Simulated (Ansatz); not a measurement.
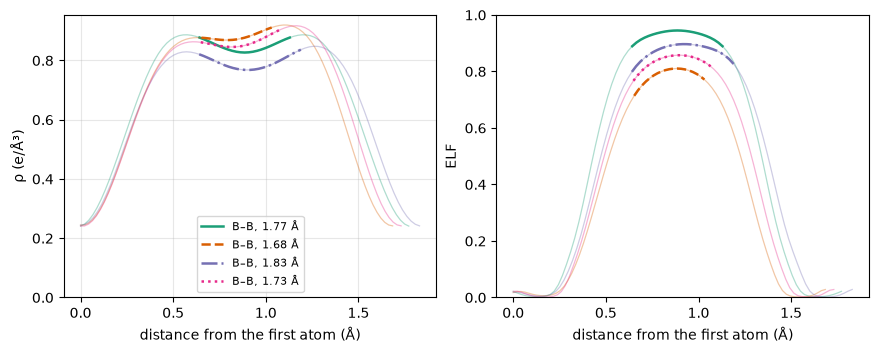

Figure. B. Valence pseudo-density and electron localisation function along straight lines between neighbouring atoms. Thin, pale parts lie inside the atomic spheres.

Space group P-1; a structure generated by program, which may or may not match a known phase; changed on purpose from its base cell (the structure that the rattled cell fell into).

Method: Ansatz, DFT PBE, scalar-relativistic, plane waves, PAW.

In a PAW calculation such maps are meaningful between the atoms, not at the nuclei.

Input

```
crystal:
  lattice:
    - [3.1404889935, 0.0, 0.0]
    - [-0.0621296294, 3.2365011335, 0.0]
    - [-0.2353397149, -0.7412676453, 4.3325393447]
  atoms:
    - { symbol: B, position: [0.7461533301, 0.9061982908, 0.4506409616] }
    - { symbol: B, position: [0.7496129691, 0.6207271054, 0.0701534911] }
    - { symbol: B, position: [0.2538466699, 0.0938017092, 0.5493590384] }
    - { symbol: B, position: [0.2503870309, 0.3792728946, 0.9298465089] }
    - { symbol: B, position: [0.038446774, 0.834056796, 0.8076639212] }
    - { symbol: B, position: [0.961553226, 0.165943204, 0.1923360788] }
basis:
  ecutwfc: 420
kpoints:
  mp_grid: { grid: [12, 12, 10] }
hamiltonian:
  xc: pbe
scf:
  occupations: { method: gaussian, width: 0.1 }
output:
  forces: true
  stress: true
  eigenvalues: true
  write_density: true
  write_potential: true
  elf: true
  volumetric_format: npy
relax:
  adjacent_minimum: "off"
  f_tol: 0.01
  max_steps: 80
  cell: { stress_tol: 0.05 }
```

Run with:

```sh
ansatz run input.yaml --threads 1 --pin off --max-ram 2560MiB --backend cpu --events-out ev --progress --plain --runs-dir out
```

Below, planes, directions and counts refer to the conventional cell (a = 3.14 Å, b = 3.24 Å, c = 4.40 Å, α = 99.72°, β = 93.00°, γ = 91.27°).

The fields are those of the relaxed geometry.

Question: What can be read from the curves?

Answer: B–B (1.77 Å): ρ is about 0.83 e/Å³ halfway; the ELF peaks at about 0.95 between the atoms.
B–B (1.68 Å): ρ at the midpoint is about 0.87 e/Å³; the ELF peaks at about 0.80 between the atoms.
B–B (1.83 Å): the density is about 0.77 e/Å³ at the midpoint; the ELF peaks at about 0.90 between the atoms.
B–B (1.73 Å): the density is about 0.85 e/Å³ at the midpoint; the ELF peaks at about 0.85 between the atoms.
